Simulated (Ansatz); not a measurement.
Geometry relaxation, with input and output: Zn₇Sn₈O₂₅ (charge +1) (part 3 of 5)

Continued. System: Zn₇Sn₈O₂₅ (defect cell, 40 atoms in the cell, total charge +1). Method: DFT PBE, scalar-relativistic, plane waves, PAW, spin-polarised (Ansatz 0.2.0); cutoff 420 eV, 2×2×2 k-mesh, Gaussian smearing of 0.01 eV, collinear spins. The structure derives from a Materials Project entry. It belongs to a series of runs on one base structure; here: O on a Zn site (c), charge +1, atoms relaxed at the host's cell.

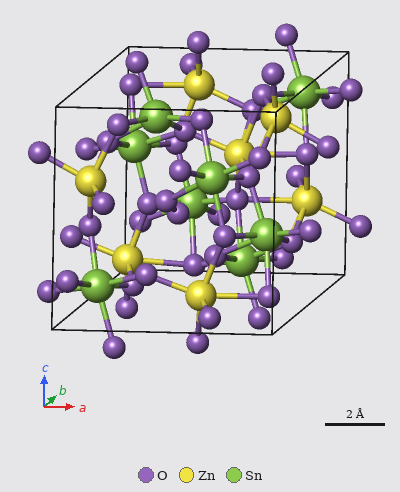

Figure 1. The geometry at step 2 of the log (ball-and-stick view of the cell of the calculation, seen slightly off an axis; bonded neighbours outside the cell are drawn too).

Output, continued
```
  k-point 2 ↑: bands = ["-18.9626", "-12.6917", "-12.6315", "-12.5164", "-12.4293", "-12.3919", "-12.3618", "-12.3133", "-12.2549", "-12.1766", "-12.1198", "-12.1063", "-12.0773", "-12.0639", "-12.0093", "-11.9814", "-11.9612", "-11.9282", "-11.9067", "-11.8975", "-11.8444", "-11.8046", "-11.7652", "-11.7535", "-11.7342", "-11.7136", "-11.6895", "-11.6684", "-11.6572", "-11.6443", "-11.6395", "-11.6250", "-11.6052", "-11.5989", "-11.5699", "-11.5540", "-11.5220", "-11.5088", "-11.4956", "-11.4650",
      "-11.4462", "-9.9686", "-9.7217", "-9.5493", "-9.4376", "-9.0287", "-8.9876", "-8.7888", "-8.7341", "-8.6587", "-8.6247", "-8.5468", "-8.4607", "-8.3123", "-8.2417", "-8.1306", "-7.9899", "-7.7539", "-7.6853", "-7.5870", "-7.4533", "-7.4303", "-7.3478", "-7.2670", "-6.4191", "-0.1887", "0.3344", "0.4126", "1.3568", "1.4617", "1.5779", "1.6286", "1.7407", "1.8938", "1.9561", "2.1997", "2.7739", "2.9021", "3.0322", "3.0787",
      "3.0934", "3.1699", "3.2234", "3.3044", "3.3497", "3.3954", "3.4169", "3.4964", "3.5325", "3.5535", "3.5837", "3.6333", "3.6641", "3.6998", "3.7158", "3.7430", "3.7684", "3.8090", "3.8440", "3.8698", "3.9138", "3.9345", "3.9434", "3.9839", "4.0200", "4.0462", "4.0865", "4.0936", "4.1122", "4.1690", "4.2143", "4.2752", "4.3121", "4.4004", "4.4691", "4.5789", "4.6326", "4.6596", "4.7264", "4.7909",
      "4.8337", "4.9260", "4.9602", "5.0562", "5.1400", "5.1760", "5.2803", "5.3305", "5.4099", "5.4758", "5.6065", "5.6441", "5.6752", "5.7081", "5.7921", "5.8661", "5.9321", "5.9856", "6.1312", "6.1690", "6.2532", "6.3863", "6.4874", "6.5187", "6.5777", "6.6905", "6.7875", "6.8557", "6.8807", "6.9740", "7.0179", "7.0524", "7.1327", "7.1818", "7.2157", "7.2542", "7.2925", "7.3096", "7.3793", "7.4020",
      "7.4432", "7.4753", "7.5362", "7.5994", "7.6343", "7.6685", "7.7018", "7.7574", "7.8020", "7.8602", "7.8946", "7.9626", "8.0379", "9.0059", "10.7074", "11.8899", "12.1884", "12.4472", "12.8448", "13.1452", "13.3293", "13.4679", "13.9782", "14.1283", "14.1979", "14.3336", "14.6508", "14.7588", "14.8978", "15.2264", "15.4288", "15.7323", "15.7729", "15.9842", "16.1195", "16.3729", "16.4053", "16.5721", "16.7834", "16.8934",
      "17.1297", "17.4002", "17.5688", "17.7551", "17.8812", "17.9937", "18.1356", "18.2070", "18.2986", "18.3300", "18.4771", "18.6029", "18.7679", "18.7968"]
  k-point 3 ↓: bands = ["-18.3853", "-12.6890", "-12.6307", "-12.5075", "-12.4330", "-12.4076", "-12.3555", "-12.3055", "-12.2815", "-12.1306", "-12.1042", "-12.0893", "-12.0742", "-12.0578", "-12.0360", "-12.0037", "-11.9737", "-11.9592", "-11.9120", "-11.8715", "-11.8354", "-11.8013", "-11.7694", "-11.7505", "-11.7165", "-11.7115", "-11.6967", "-11.6821", "-11.6664", "-11.6515", "-11.6224", "-11.6188", "-11.6103", "-11.5973", "-11.5704", "-11.5536", "-11.5220", "-11.5092", "-11.4948", "-11.4646",
      "-11.4468", "-9.9774", "-9.6715", "-9.5822", "-9.3980", "-9.0963", "-8.9907", "-8.7761", "-8.7320", "-8.6508", "-8.5792", "-8.5501", "-8.4496", "-8.3564", "-8.2463", "-8.1090", "-7.8843", "-7.7616", "-7.7530", "-7.5221", "-7.4858", "-7.3985", "-7.3415", "-7.2548", "-5.6685", "0.2151", "0.7629", "1.3409", "1.4539", "1.4890", "1.5958", "1.6698", "1.8021", "1.9483", "1.9962", "2.1696", "2.7649", "2.9133", "2.9879", "3.0420",
      "3.1730", "3.1915", "3.2768", "3.3256", "3.3474", "3.4004", "3.4491", "3.4970", "3.5312", "3.5533", "3.6040", "3.6196", "3.6292", "3.6794", "3.7200", "3.7525", "3.7973", "3.8287", "3.8507", "3.8758", "3.9126", "3.9242", "3.9536", "3.9681", "4.0101", "4.0571", "4.0690", "4.1093", "4.1463", "4.1664", "4.2407", "4.2862", "4.3369", "4.3674", "4.4637", "4.5397", "4.6550", "4.6727", "4.7298", "4.8031",
      "4.8189", "4.9237", "4.9995", "5.0627", "5.1452", "5.1692", "5.2337", "5.3432", "5.3803", "5.5044", "5.5781", "5.6211", "5.7233", "5.7575", "5.8320", "5.8857", "5.9433", "6.0076", "6.1607", "6.1979", "6.2482", "6.4135", "6.5370", "6.6107", "6.6636", "6.7358", "6.7818", "6.8181", "6.9047", "7.0154", "7.0552", "7.1032", "7.1205", "7.1770", "7.2483", "7.2848", "7.3049", "7.3643", "7.3936", "7.4204",
      "7.4925", "7.5218", "7.5706", "7.5929", "7.6543", "7.6808", "7.7402", "7.7700", "7.8162", "7.9001", "7.9312", "8.0641", "8.8961", "9.3196", "10.7479", "11.7453", "12.3456", "12.6433", "12.7330", "13.2357", "13.3581", "13.4734", "13.8372", "14.0309", "14.1717", "14.4576", "14.5559", "14.8669", "14.9300", "15.2018", "15.5828", "15.7270", "15.8057", "15.9398", "16.1076", "16.2579", "16.5311", "16.6675", "16.7786", "17.0540",
      "17.2033", "17.2833", "17.5347", "17.7167", "17.8764", "17.9843", "18.0980", "18.1766", "18.3746", "18.4370", "18.4958", "18.7414", "18.7957", "18.8445"]
--- Relaxed structure (12 steps of the walk, 10 accepted, 0 SCFs on fresh bases) ---
  F+E_penalty+E_count = -85612.83836119 eV   max|allowed force component| = 1.160e-2 eV/Å
  atoms:
    - { symbol: O, position: [0.4156158676973577, 0.41013321723457763, 0.3963823738532545] }
    - { symbol: Zn, position: [0.36729245048054027, 0.8750134336682635, 0.8750254566029667] }
    - { symbol: Zn, position: [0.8659695474954632, 0.8634430608377938, 0.3667896539211455] }
    - { symbol: Zn, position: [0.8856841779250669, 0.37283650502238197, 0.8807128218350798] }
    - { symbol: Zn, position: [0.6377416029239578, 0.6321419285103398, 0.6372746886612488] }
    - { symbol: Zn, position: [0.630926131211629, 0.13045952380597323, 0.13278708669325937] }
    - { symbol: Zn, position: [0.119546037338179, 0.12451439269689585, 0.6376200022420797] }
    - { symbol: Zn, position: [0.13232466080340466, 0.6350500061382494, 0.1467620041079849] }
    - { symbol: Sn, position: [0.1542202396942291, 0.14997620001396136, 0.1604267795021096] }
    - { symbol: Sn, position: [0.1502379113253624, 0.6554209056708092, 0.6538253980097007] }
    - { symbol: Sn, position: [0.6478319174983415, 0.647105294688385, 0.15198256109207287] }
    - { symbol: Sn, position: [0.6723474132185446, 0.1434180723866953, 0.6601324986659423] }
    - { symbol: Sn, position: [0.8521001783023504, 0.8421612506596453, 0.8595591535837255] }
    - { symbol: Sn, position: [0.8513143767064435, 0.3447798604421123, 0.35021427109655817] }
    - { symbol: Sn, position: [0.3393513240004994, 0.3602197573875374, 0.8698398020047906] }
    - { symbol: Sn, position: [0.34969166999633816, 0.8471648326637017, 0.350695618719294] }
    - { symbol: O, position: [0.2262938172902249, 0.616548362829334, 0.4057647411196199] }
    - { symbol: O, position: [0.24702808513804853, 0.11060562543759622, 0.8979790332357152] }
    - { symbol: O, position: [0.7398867085475178, 0.09646299919967133, 0.41239753796988415] }
    - { symbol: O, position: [0.749346589853181, 0.5966993169193326, 0.9063796021548686] }
    - { symbol: O, position: [0.40269692851728084, 0.2897602787012434, 0.4999954496439272] }
    - { symbol: O, position: [0.4039625435200954, 0.7386366637065681, 0.10087052060433144] }
    - { symbol: O, position: [0.9033397520539828, 0.7507463605361139, 0.6084577001147056] }
    - { symbol: O, position: [0.9052834380905883, 0.24029830622694548, 0.10426137761992693] }
    - { symbol: O, position: [0.6159366230166122, 0.3891362316534599, 0.22551695225554946] }
    - { symbol: O, position: [0.6031045997182622, 0.9048643516148798, 0.7532295419168891] }
    - { symbol: O, position: [0.10017717173739737, 0.9028734222730979, 0.24685913975107693] }
    - { symbol: O, position: [0.10837450216212763, 0.40254605119658715, 0.7402294454128429] }
    - { symbol: O, position: [0.7464848195442297, 0.39215946346113945, 0.5924196410196321] }
    - { symbol: O, position: [0.7494798476517339, 0.8938295506465286, 0.09961693901626617] }
    - { symbol: O, position: [0.25899243990370924, 0.9030426092297098, 0.5993624251625962] }
    - { symbol: O, position: [0.2346452951586693, 0.39928312864559046, 0.10062488668732547] }
    - { symbol: O, position: [0.3989373319567221, 0.5843639740743736, 0.7435560902311358] }
    - { symbol: O, position: [0.3996446910264122, 0.07918557029604362, 0.2388242526668572] }
    - { symbol: O, position: [0.900362707968628, 0.09127841409039705, 0.7712010124903542] }
    - { symbol: O, position: [0.8919935201249756, 0.5919014968972449, 0.2558063745709375] }
    - { symbol: O, position: [0.5900084533110987, 0.7397918491566278, 0.3996844353096632] }
    - { symbol: O, position: [0.5793375709758124, 0.24910714231353132, 0.885010113039099] }
    - { symbol: O, position: [0.08127020665657836, 0.2333341868657944, 0.40670808865611446] }
    - { symbol: O, position: [0.09808372135840193, 0.7483763598008698, 0.9014703440594722] }
--- Löwdin populations: 40 sites ---
  site symbol       q [e]    m [muB]
     0      O      5.7631     0.4909
     1     Zn     10.5309     0.0000
     2     Zn     10.5273     0.0004
     3     Zn     10.5323     0.0001
     4     Zn     10.5190     0.0004
     5     Zn     10.5127     0.0012
     6     Zn     10.5264     0.0009
     7     Zn     10.5091     0.0003
     8     Sn     12.3482    -0.0007
     9     Sn     12.3678     0.0005
    10     Sn     12.3650     0.0004
    11     Sn     12.4008     0.0009
    12     Sn     12.3740     0.0000
    13     Sn     12.3642     0.0007
    14     Sn     12.3853     0.0006
    15     Sn     12.3682    -0.0002
    16      O      6.7358    -0.0288
    17      O      6.9235     0.0016
    18      O      6.9004     0.0035
    19      O      6.9209    -0.0006
    20      O      5.9843     0.4736
    21      O      6.9219     0.0016
    22      O      6.9200    -0.0003
    23      O      6.9201    -0.0037
    24      O      6.6893    -0.0389
    25      O      6.9074     0.0009
    26      O      6.9225    -0.0021
    27      O      6.9121     0.0025
    28      O      6.9001     0.0079
    29      O      6.9149     0.0006
    30      O      6.9293     0.0015
    31      O      6.8718     0.0245
    32      O      6.8989     0.0031
    33      O      6.8854     0.0216
    34      O      6.9228     0.0016
    35      O      6.9148     0.0008
    36      O      6.9136     0.0096
    37      O      6.8590     0.0097
    38      O      6.8946     0.0087
    39      O      6.9078     0.0006
  spilling = 0.006186 (of n_electrons = 345.000000)
```

File populations.tsv
```
# site	symbol	l	j	q_up	q_dn
# orbitals = lowdin
# n_electrons = 345.000000
# spilling = 0.006186
0	O	0_2S	-	0.903441	0.898033
0	O	1_2P	-	2.223558	1.738037
1	Zn	0_4S	-	0.277004	0.277055
1	Zn	2_3D	-	4.988471	4.988413
2	Zn	0_4S	-	0.274986	0.275034
2	Zn	2_3D	-	4.988852	4.988430
3	Zn	0_4S	-	0.279255	0.279272
3	Zn	2_3D	-	4.986954	4.986833
4	Zn	0_4S	-	0.270695	0.270838
4	Zn	2_3D	-	4.988988	4.988465
5	Zn	0_4S	-	0.269920	0.269656
5	Zn	2_3D	-	4.987037	4.986082
6	Zn	0_4S	-	0.277868	0.278290
6	Zn	2_3D	-	4.985790	4.984501
7	Zn	0_4S	-	0.267793	0.267832
7	Zn	2_3D	-	4.986935	4.986550
8	Sn	0_5S	-	0.460135	0.460257
8	Sn	1_5P	-	0.716537	0.717131
8	Sn	2_4D	-	4.997076	4.997107
9	Sn	0_5S	-	0.461707	0.461559
9	Sn	1_5P	-	0.725317	0.724934
9	Sn	2_4D	-	4.997155	4.997168
10	Sn	0_5S	-	0.462514	0.462340
10	Sn	1_5P	-	0.723003	0.722736
10	Sn	2_4D	-	4.997210	4.997236
11	Sn	0_5S	-	0.478174	0.478466
11	Sn	1_5P	-	0.727312	0.726398
11	Sn	2_4D	-	4.995365	4.995093
12	Sn	0_5S	-	0.462360	0.462348
12	Sn	1_5P	-	0.727417	0.727419
12	Sn	2_4D	-	4.997208	4.997211
13	Sn	0_5S	-	0.461259	0.460992
13	Sn	1_5P	-	0.724345	0.723937
13	Sn	2_4D	-	4.996848	4.996801
14	Sn	0_5S	-	0.472499	0.472724
14	Sn	1_5P	-	0.725372	0.724714
14	Sn	2_4D	-	4.995085	4.994948
15	Sn	0_5S	-	0.462289	0.462312
15	Sn	1_5P	-	0.724770	0.724950
15	Sn	2_4D	-	4.996957	4.996922
16	O	0_2S	-	0.902093	0.902138
16	O	1_2P	-	2.451380	2.480151
17	O	0_2S	-	0.903220	0.903239
17	O	1_2P	-	2.559331	2.557671
18	O	0_2S	-	0.899626	0.899601
18	O	1_2P	-	2.552321	2.548817
19	O	0_2S	-	0.897212	0.897180
19	O	1_2P	-	2.562923	2.563545
20	O	0_2S	-	0.878642	0.871263
20	O	1_2P	-	2.350339	1.884083
21	O	0_2S	-	0.898000	0.897991
21	O	1_2P	-	2.563741	2.562190
22	O	0_2S	-	0.897987	0.897958
22	O	1_2P	-	2.561897	2.562185
23	O	0_2S	-	0.899304	0.899437
23	O	1_2P	-	2.558893	2.562475
24	O	0_2S	-	0.908782	0.909010
24	O	1_2P	-	2.416428	2.455052
25	O	0_2S	-	0.900267	0.900255
25	O	1_2P	-	2.553896	2.552972
26	O	0_2S	-	0.899100	0.899125
26	O	1_2P	-	2.561146	2.563177
27	O	0_2S	-	0.899077	0.899062
27	O	1_2P	-	2.558215	2.555778
28	O	0_2S	-	0.894436	0.894326
28	O	1_2P	-	2.559526	2.551786
29	O	0_2S	-	0.895740	0.895756
29	O	1_2P	-	2.562002	2.561429
30	O	0_2S	-	0.900155	0.900077
30	O	1_2P	-	2.565230	2.563791
31	O	0_2S	-	0.887610	0.886893
31	O	1_2P	-	2.560561	2.536777
32	O	0_2S	-	0.893709	0.893670
32	O	1_2P	-	2.557276	2.554203
33	O	0_2S	-	0.887710	0.887062
33	O	1_2P	-	2.565775	2.544847
34	O	0_2S	-	0.891225	0.891175
34	O	1_2P	-	2.571017	2.569423
35	O	0_2S	-	0.896394	0.896310
35	O	1_2P	-	2.561414	2.560681
36	O	0_2S	-	0.894708	0.894562
36	O	1_2P	-	2.566883	2.557450
37	O	0_2S	-	0.891866	0.891599
37	O	1_2P	-	2.542482	2.533057
38	O	0_2S	-	0.887649	0.887224
38	O	1_2P	-	2.564004	2.555755
39	O	0_2S	-	0.896657	0.896646
39	O	1_2P	-	2.557522	2.556961
```

Trajectory as extended XYZ (Å, eV, eV/Å), 12 frames, from step=1 to step=12
```
40
Lattice="0.0000 6.2026 4.7594 -5.3716 -3.1013 4.7594 5.3716 -3.1013 4.7594" Properties=species:S:1:pos:R:3:forces:R:3 step=1 energy=-85612.44764
O     0.2454    0.1623    5.9633    0.7255  -0.2917  -0.1495
Zn   -0.0046   -3.1477   10.0373    0.0277  -0.0052  -0.0499
Zn   -2.6971    1.5555    9.9887    0.0459   0.0159  -0.0524
Zn    2.6899    1.6007   10.1065   -0.0384   0.0300   0.0710
Zn    0.0011    0.0267    9.0084   -0.0326  -0.0384   0.2415
Zn    0.0117    3.0820    4.2734    0.1424   0.2219  -0.1377
Zn    2.7016   -1.6101    4.2160    0.1713  -0.2280  -0.1057
Zn   -2.6060   -1.5886    4.3496   -0.1600   0.0074  -0.0935
Sn    0.0072   -0.0073    2.2263    0.0525  -0.1284  -0.2312
Sn   -0.0365   -3.1226    6.9136    0.3378  -0.4826   0.2214
Sn   -2.6487    1.5176    6.8806   -0.4827   0.0271   0.1566
Sn    2.7326    1.6062    6.9926    0.7732   1.0044   0.5516
Sn    0.0645   -0.0108   12.1283    0.0601   0.0723   0.0847
Sn    0.0328    3.1226    7.3678    0.1854   0.5825   0.4252
Sn    2.6982   -1.6639    7.4409    0.1275  -0.6012   0.1873
Sn   -2.6881   -1.5730    7.3446    0.1633   0.0757   0.0211
O    -1.1593   -1.7603    5.9681   -0.0296   0.3562  -0.4315
O     4.2074   -1.5809    5.9646   -0.0177   0.0491   0.0647
O     1.6817    3.0411    5.9707   -0.0560  -0.1892   0.0454
O     1.6718   -0.0416   10.7228    0.0729  -0.0294  -0.0497
O     1.5057    0.1899    5.7295   -1.5671  -0.1542  -0.1687
O    -3.4345   -0.1007    5.8976    0.1032  -0.0827   0.0175
O    -0.7725    1.3757   10.7377   -0.0496   0.0553  -0.0592
O    -0.7736    4.5286    5.9558    0.0743  -0.2327  -0.0127
O    -0.7763    1.8157    5.8878    0.0346  -0.1172  -0.1014
O    -0.8354   -1.4238   10.7591   -0.1930  -0.1080  -0.0005
O    -3.5831   -2.9631    5.9412    0.1664   0.0270  -0.0056
O     1.7924   -2.8601    5.9425    0.0065   0.1139  -0.0053
O     1.0897    1.6178    8.3292    0.0354  -0.1467  -0.3016
O    -4.2784    1.5610    8.2807    0.0165  -0.1030   0.0419
O    -1.6446   -3.0767    8.3631   -0.0868   0.0586  -0.0086
O    -1.6558   -0.0827    3.4504   -0.0842   0.1579   0.1763
O     0.8309   -1.6687    8.2441    0.0302   0.1525  -0.1112
O     0.8505    1.5050    3.3688   -0.3593   0.1028   0.3692
O     3.6118    2.9101    8.3494   -0.1080  -0.0371  -0.0099
O    -1.8117    2.8923    8.2696    0.1279  -0.0391  -0.0807
O    -1.8751    0.1051    8.2500    0.0976   0.0140  -0.1094
O     3.4253    0.0674    8.2330   -0.1861   0.0217  -0.2296
O     0.8752   -1.4539    3.4810   -0.1499  -0.1774  -0.2006
O     0.8093   -4.5195    8.2844    0.0221   0.0459   0.0312
40
Lattice="0.0000 6.2026 4.7594 -5.3716 -3.1013 4.7594 5.3716 -3.1013 4.7594" Properties=species:S:1:pos:R:3:forces:R:3 step=2 energy=-85612.65745
O     0.1444    0.1368    5.9852    1.2814   0.3631  -0.3128
Zn    0.0037   -3.1475   10.0335   -0.0176  -0.0465  -0.0162
Zn   -2.6896    1.5505    9.9793    0.0515   0.0591  -0.0200
Zn    2.6948    1.5992   10.1042   -0.0134  -0.0243   0.0632
Zn    0.0083    0.0235    9.0176    0.0072  -0.0192   0.1550
Zn   -0.0070    3.0891    4.2667    0.0469   0.0890  -0.0498
Zn    2.7194   -1.6091    4.2174    0.1494  -0.0880  -0.0374
Zn   -2.6048   -1.5967    4.3413   -0.0805  -0.0818  -0.0013
Sn    0.0227   -0.0153    2.2172    0.0937   0.0706  -0.2229
Sn   -0.0222   -3.1347    6.9132   -0.0157  -0.0232   0.0832
Sn   -2.6822    1.5172    6.8918    0.1688   0.0573   0.0038
Sn    2.7575    1.6566    6.9989    0.2578   0.2013   0.3321
Sn    0.0737   -0.0044   12.1317    0.0899   0.1178   0.0229
Sn    0.0442    3.1394    7.3836   -0.1391  -0.0325   0.1576
Sn    2.7165   -1.7061    7.4551    0.0504   0.0216   0.1165
Sn   -2.6843   -1.5686    7.3490    0.1201   0.0031  -0.0134
O    -1.1557   -1.7623    5.9511    0.0948   0.0743  -0.1846
O     4.2191   -1.5792    5.9751   -0.0075  -0.0882   0.0260
O     1.6719    3.0445    5.9628    0.1200  -0.1362   0.0655
O     1.6726   -0.0389   10.7171   -0.0502  -0.0073   0.0086
O     1.3845    0.2194    5.7140   -1.7498  -0.4251   0.0371
O    -3.4265   -0.1114    5.8948   -0.0334   0.0185   0.0645
O    -0.7691    1.3745   10.7330    0.0085  -0.0123   0.0162
O    -0.7680    4.5136    5.9557    0.0515  -0.0357  -0.0097
O    -0.8058    1.8295    5.8994   -0.0426  -0.1997  -0.0521
O    -0.8264   -1.4233   10.7573   -0.1061   0.0246   0.0014
O    -3.5580   -2.9653    5.9428   -0.0164   0.0495   0.0459
O     1.8015   -2.8595    5.9369    0.0366  -0.0067   0.0115
O     1.0965    1.6010    8.2994    0.0387   0.0628  -0.1219
O    -4.2902    1.5620    8.2959    0.0666  -0.0336  -0.0527
O    -1.6382   -3.0705    8.3606   -0.0477   0.0025   0.0450
O    -1.6202   -0.0907    3.4839   -0.0912   0.0911   0.0376
O     0.8389   -1.6617    8.2304    0.0244  -0.0014  -0.0738
O     0.8405    1.5025    3.3903   -0.0579   0.0341   0.1468
O     3.6346    2.9182    8.3710   -0.1050  -0.0581  -0.0673
O    -1.8032    2.8866    8.2627   -0.0379   0.0327   0.0589
O    -1.8583    0.1101    8.2369   -0.0270  -0.0376  -0.0200
O     3.4102    0.0662    8.1957   -0.1016   0.0631  -0.1371
O     0.8944   -1.4506    3.4751   -0.0459  -0.1029  -0.0933
O     0.8155   -4.5175    8.2911    0.0292   0.0248  -0.0136
```
